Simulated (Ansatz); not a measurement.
# B2As (slab): what the fields show

Input

```
crystal:
  lattice:
    - [3.371397318, 0.0, 0.0]
    - [0.0, 3.371397318, 0.0]
    - [0.0, 0.0, 17.3839379056]
  atoms:
    - { symbol: B, position: [0.5, 0.5, 0.4314327422] }
    - { symbol: As, position: [0.5, 0.0, 0.5] }
    - { symbol: B, position: [0.0, 0.0, 0.5685672578] }
basis:
  ecutwfc: 420
kpoints:
  mp_grid: { grid: [8, 8, 1] }
hamiltonian:
  xc: pbesol
scf:
  occupations: { method: gaussian, width: 0.05 }
  max_iter: 87
output:
  forces: true
  stress: true
  eigenvalues: true
  write_density: true
  write_potential: true
  elf: true
  volumetric_format: npy
efield:
  axis: 3
  dipole_correction: true
  ramp_width: 0.04
```

Command:

```sh
ansatz run input.yaml --threads 1 --pin off --max-ram 2560MiB --backend cpu --events-out ev --progress --plain --runs-dir out
```

Changed on purpose from its base cell (repeats removed: 3); not relaxed (largest force 0.9 eV/Å); computed without spin polarisation.

Computed with DFT PBEsol, scalar-relativistic, plane waves, PAW (Ansatz 0.2.0).

Core electrons are frozen (PAW), and the valence fields are smoothed inside the atomic spheres.

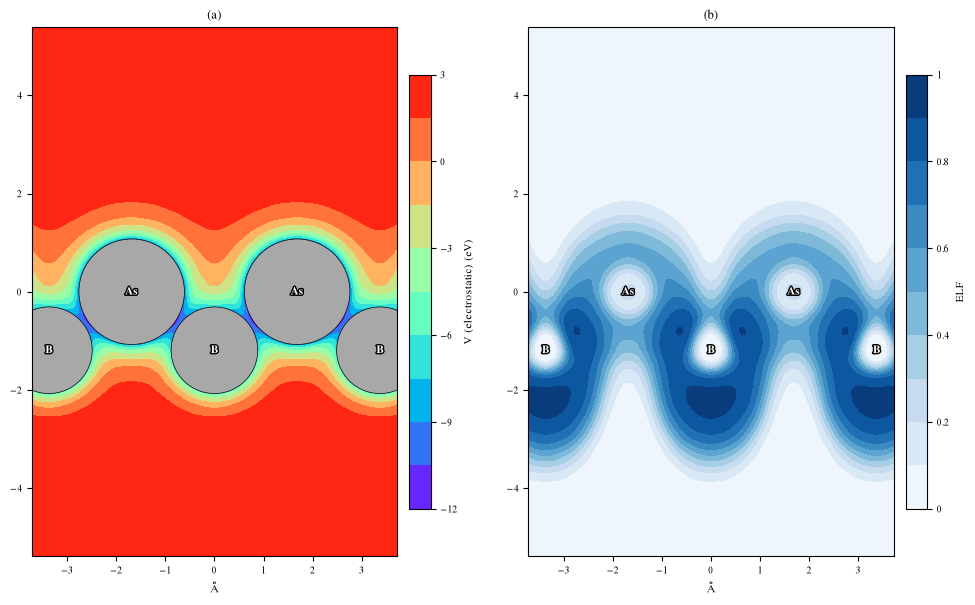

Figure 1. (a) electrostatic potential energy of an electron; (b) ELF on the (100) plane of the calculation cell, a cut from vacuum to vacuum. Grey discs cover the atomic cores in the potential map.

What does the map show?

Answer. The plane passes through B and As nuclei.
B–As (2.06 Å): the ELF peaks at about 0.90 between the atoms.
Outside the cores the potential energy rises away from the atoms and is highest in the vacuum; its zero is arbitrary.

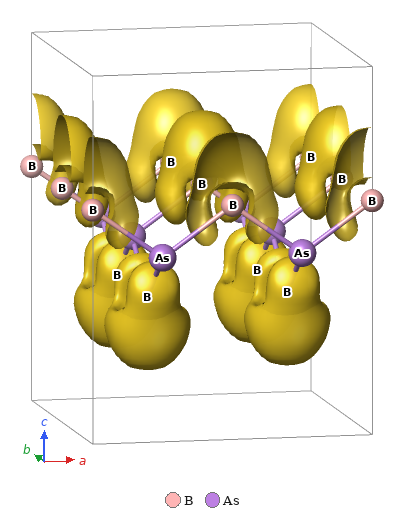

Figure 2. Isosurface of the electron localisation function at 0.75 (yellow), seen slightly off an axis. Only the valence region is drawn (cores and ρ < 0.01 e/Å³ removed). Sticks mark near contacts.

What do the ELF domains correspond to?

Answer. The surface consists of two regions on B in which the atom's valence shell and bonds are merged, counted in one cell of 3 atoms. Counts are for one cell; the picture repeats the cell along the surface.

Metal or insulator at this level of theory?

Answer. It is metallic or semimetallic at this level of theory: no gap opens.
